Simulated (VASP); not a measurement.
# SnO2: band-structure run (part 3 of 3)

The same run, continued: SnO2 (P4₂/mnm, 6 atoms in the cell); Kohn-Sham DFT of a periodic cell, PBE, spin-orbit coupling, VASP PAW PBE potentials, recommended, no spin polarisation (VASP 6.6.1); cutoff 520 eV, 4×4×6 k-mesh, Gaussian smearing of 0.02 eV. The structure derives from an entry of the Crystallography Open Database.

Geometry of the input (Å; fractional positions):
```
4.7380  0.0000  0.0000
0.0000  4.7380  0.0000
0.0000  0.0000  3.1865
Sn 0.5000  0.5000  0.5000
Sn 0.0000  0.0000  0.0000
O  0.8071  0.1929  0.5000
O  0.6929  0.6929  0.0000
O  0.1929  0.8071  0.5000
O  0.3071  0.3071  0.0000
```

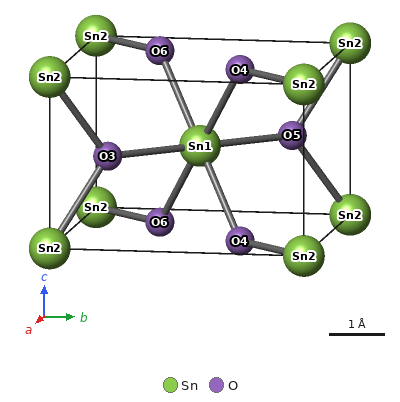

**Figure 1.** The input geometry (ball-and-stick view of the cell of the calculation, seen slightly off an axis; atoms are numbered from 1 in the order of the input).

## KPOINTS_OPT
```
path GXMGZRAZ,XR,MA
20
line-mode
reciprocal
 0.0000000000  0.0000000000  0.0000000000  G
 0.0000000000  0.5000000000  0.0000000000  X

 0.0000000000  0.5000000000  0.0000000000  X
 0.5000000000  0.5000000000  0.0000000000  M

 0.5000000000  0.5000000000  0.0000000000  M
 0.0000000000  0.0000000000  0.0000000000  G

 0.0000000000  0.0000000000  0.0000000000  G
 0.0000000000  0.0000000000  0.5000000000  Z

 0.0000000000  0.0000000000  0.5000000000  Z
 0.0000000000  0.5000000000  0.5000000000  R

 0.0000000000  0.5000000000  0.5000000000  R
 0.5000000000  0.5000000000  0.5000000000  A

 0.5000000000  0.5000000000  0.5000000000  A
 0.0000000000  0.0000000000  0.5000000000  Z

 0.0000000000  0.5000000000  0.0000000000  X
 0.0000000000  0.5000000000  0.5000000000  R

 0.5000000000  0.5000000000  0.0000000000  M
 0.5000000000  0.5000000000  0.5000000000  A
```

## POSCAR
```
SnO2
1.0
    4.7380000000      0.0000000000      0.0000000000
    0.0000000000      4.7380000000      0.0000000000
    0.0000000000      0.0000000000      3.1865000000
Sn O
2 4
Direct
    0.5000000000      0.5000000000      0.5000000000
    0.0000000000      0.0000000000      0.0000000000
    0.8071000000      0.1929000000      0.5000000000
    0.6929000000      0.6929000000      0.0000000000
    0.1929000000      0.8071000000      0.5000000000
    0.3071000000      0.3071000000      0.0000000000
```

Command:
```bash
cat potpaw_PBE.64/Sn_d/POTCAR potpaw_PBE.64/O/POTCAR > POTCAR
mpirun -np 4 vasp_ncl > vasp.out
```

## Results in brief

| quantity | value |
| --- | --- |
| outcome | converged |
| space group (tolerance 0.01 Å) | P4₂/mnm (136) |
| electrons treated | 52 |
| free energy | −37.2320 eV |
| Fermi energy of the self-consistent step | 6.286 eV |
| gap on the k-point mesh | 1.27 eV |
| gap on the band path | 1.27 eV |
| pressure | 11.73 GPa |
| largest force (length of the vector) | 0.293 eV/Å |
| hardware | 4 threads of Intel Xeon (Granite Rapids), 192 GiB of memory available, shared host |
| wall time | 3.5 min (CPU time 13 min) |
| peak memory | 0.5 GiB |

## Notes

The cell is under a pressure of 11.7 GPa at this level, so it is not at its equilibrium volume.
